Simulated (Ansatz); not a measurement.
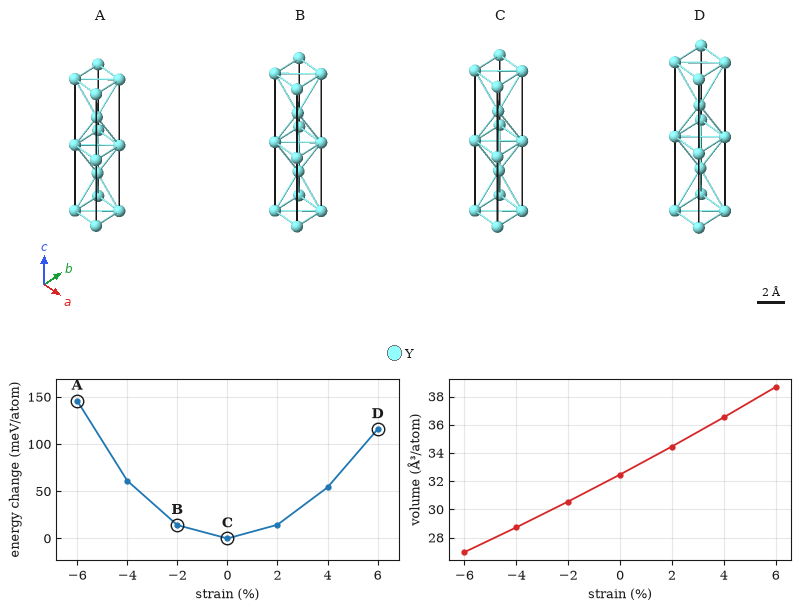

Members of a series of calculations on crystalline Y (set up in P6_3/mmc), marked on the first curve. Style: ball-and-stick. Shown: the cell of the calculation, from a free direction.

Level of theory: Ansatz, DFT PBE, scalar-relativistic, plane waves, PAW. Settings: plane-wave cutoff 420 eV; k-point mesh 18 × 18 × 6; occupations gaussian; smearing width 0.1 eV; no spin polarisation.

### Describe the series.

Equal strain along all axes, cell held, atoms relaxed. A (strain −6.0 %): energy change 146 meV/atom, volume 26.97 Å³ per atom. B (strain −2.0 %): energy change 14.1 meV/atom, volume 30.56 Å³ per atom. C (strain 0.0 %): energy change 0.0 meV/atom, volume 32.47 Å³ per atom. D (strain 6.0 %): energy change 116 meV/atom, volume 38.67 Å³ per atom. The rest compares A with D. Cell: a = b 3.382 → 3.814 Å (+12.8 %), c 10.889 → 12.279 Å (+12.8 %). Volume +43.4 %. Among the bonded contacts that change: Y–Y 3.382 → 3.814 Å, Y–Y 3.350 → 3.778 Å.
